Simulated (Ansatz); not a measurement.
Structure of Mo:

Space group Fd-3m:1 (No. 227). a = 5.790 Å, b = 5.790 Å, c = 5.790 Å, α = 90.00°, β = 90.00°, γ = 90.00°
| atom | site | symmetry | x | y | z |
| --- | --- | --- | --- | --- | --- |
| Mo | 8b | -43m | 0.2500 | 0.2500 | 0.7500 |

Structure used: the end point of a relaxation with Ansatz 0.2.0, DFT, BLYP, plane waves (420 eV) with PAW, scalar-relativistic; the starting structure was generated, so it need not be a known form of this composition.

> Predict radii and indices of the first 7 visible rings (3 % of the strongest or more) for 120 kV electrons.

| ring | radius | d (Å) | hkl |
| --- | --- | --- | --- |
| 1 | 2.99 nm⁻¹ | 3.34 | 111 |
| 2 | 4.89 nm⁻¹ | 2.05 | 220 |
| 3 | 5.73 nm⁻¹ | 1.746 | 311 |
| 4 | 6.91 nm⁻¹ | 1.447 | 400 |
| 5 | 7.53 nm⁻¹ | 1.328 | 331 |
| 6 | 8.46 nm⁻¹ | 1.182 | 422 |
| 7 | 8.97 nm⁻¹ | 1.114 | 511/333 |

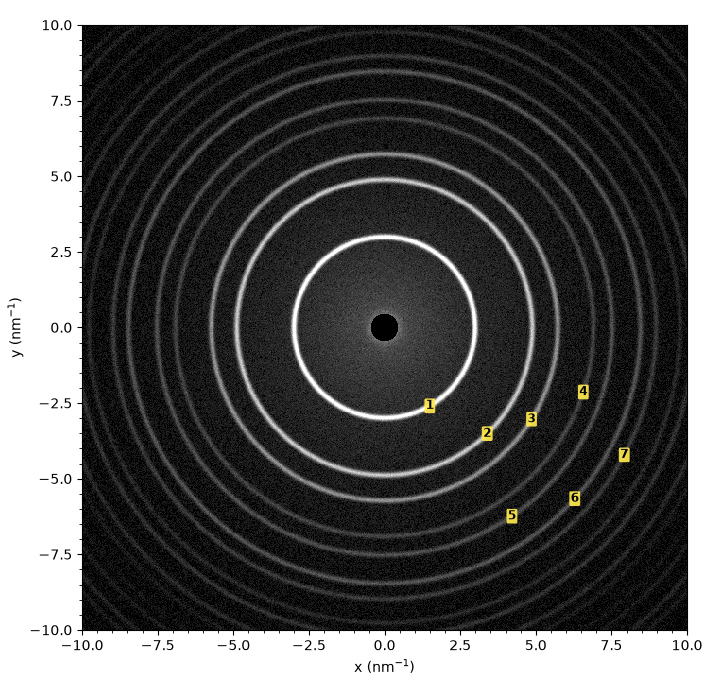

Simulated electron diffraction rings at 120 kV (λ = 0.0335 Å), scale in nm⁻¹ (radius = 1/d), for a fine-grained powder without texture. Kinematic intensities with B = 0.8 Å² for all atoms, without multiple scattering; brightness goes as intensity to the power 0.5, clipped at the top, with counting noise. Reflections closer than the ring width show as one ring. The numbers mark the rings of the table.
